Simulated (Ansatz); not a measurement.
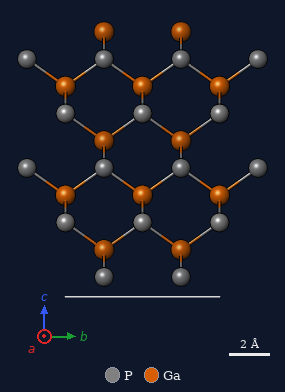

A slab of composition GaP (cut from the F-43m phase), before the relaxation. The picture is a ball-and-stick view of the 1 × 2 repeat of the cell, outlined in the plane, without the vacuum, seen along the a axis.

Case: (1 0 0) slab, atoms relaxed. The slab is the (1 0 0) face of GaP.

The calculation used DFT PBE, scalar-relativistic, plane waves, PAW (Ansatz 0.2.0).

Input
```yaml
crystal:
  lattice:
    - [3.8926748906, 0.0, 0.0]
    - [0.0, 3.8926748906, 0.0]
    - [0.0, 0.0, 27.3864156544]
  atoms:
    - { symbol: P, position: [0.0, 0.5, 0.273858401] }
    - { symbol: Ga, position: [0.5, 0.5, 0.3241120897] }
    - { symbol: P, position: [0.5, 0.0, 0.3743657783] }
    - { symbol: Ga, position: [0.0, 0.0, 0.424619467] }
    - { symbol: P, position: [0.0, 0.5, 0.4748731557] }
    - { symbol: Ga, position: [0.5, 0.5, 0.5251268443] }
    - { symbol: P, position: [0.5, 0.0, 0.575380533] }
    - { symbol: Ga, position: [0.0, 0.0, 0.6256342217] }
    - { symbol: P, position: [0.0, 0.5, 0.6758879103] }
    - { symbol: Ga, position: [0.5, 0.5, 0.726141599] }
basis:
  ecutwfc: 420
kpoints:
  mp_grid: { grid: [7, 7, 1] }
hamiltonian:
  xc: pbe
scf:
  occupations: { method: gaussian, width: 0.05 }
output:
  forces: true
  eigenvalues: true
  write_density: true
  write_potential: true
  elf: true
  volumetric_format: npy
relax:
  adjacent_minimum: "off"
  f_tol: 0.02
  max_steps: 60
efield:
  axis: 3
  dipole_correction: true
  ramp_width: 0.04
```

Run as
```bash
ansatz run input.yaml --threads 1 --pin off --max-ram 2560MiB --backend cpu --events-out ev --progress --plain --runs-dir out
```

What does the optimiser find from here?

Ga10 moves most relative to the layer's centre: 0.10 Å along the normal (+c). By element the largest moves are Ga 0.10 Å, P 0.02 Å. The lattice vectors keep their values. Among the contacts that change: P9–Ga10 2.384 → 2.449 Å, P1–Ga2 2.384 → 2.350 Å, Ga2–P3 2.384 → 2.412 Å, P3–Ga4 2.384 → 2.363 Å. Among the angles between lasting bonds that change: Ga10–P9–Ga10 109.5° → 105.3°, P9–Ga10–P9 109.5° → 105.3°, Ga2–P1–Ga2 109.5° → 111.8°. The energy falls by 52.3 meV per cell of the calculation in 3 geometry steps. The largest force component goes from 0.6 to 0.0025 eV/Å.

After the run, drawn alike:

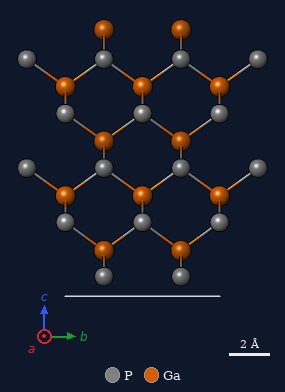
